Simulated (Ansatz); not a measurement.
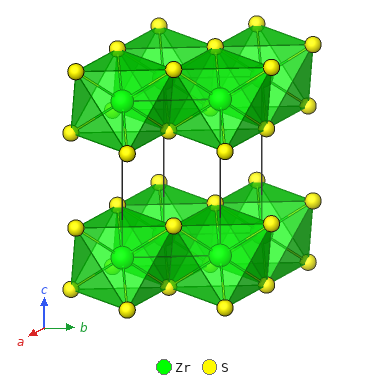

System: ZrS₂, space group P-3m1 (No. 164). The picture shows the conventional cell.

The given structure:
```xyz
3
Lattice="3.6335 0.0000 0.0000 -1.8167 3.1467 0.0000 0.0000 0.0000 5.9851" Properties=species:S:1:pos:R:3 pbc="T T T"
Zr    0.0000    0.0000    0.0000
S     0.0000    2.0978    1.4511
S     1.8167    1.0489    4.5340
```

Calculation (Ansatz 0.2.0): harmonic phonon frequencies at the zone centre with atoms at rest in the given cell, without the long-range term of polar modes, the three translations left out, imaginary frequencies are negative; plane waves with PAW datasets, Γ-centred k mesh. Level: PBEsol, no spin polarisation.

```json
{"setting": "wave cutoff", "value": "420 eV"}
{"setting": "k mesh", "value": "12×12×6"}
{"setting": "occupations", "value": "fixed"}
{"setting": "volume relative to the relaxed cell", "value": "1.02"}
{"setting": "phonon method", "value": "linear response"}
```

What does the calculation give for the zone-centre optical phonon frequencies (the three acoustic modes are left out)?

No frequency is imaginary, so the structure is stable to these displacements (zone-boundary modes weren't tested here). The highest mode lies at 322.6 cm⁻¹ (without the field of polar modes). The optical modes lie at 158.0 (×2), 249.4 (×2), 310.5, 322.6 cm⁻¹.

```tsv
frequency (cm⁻¹)
158.0
158.0
249.4
249.4
310.5
322.6
```

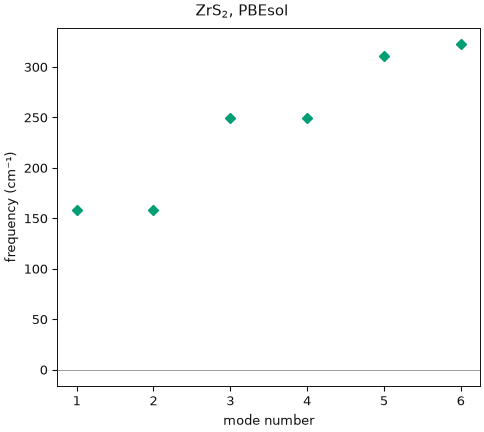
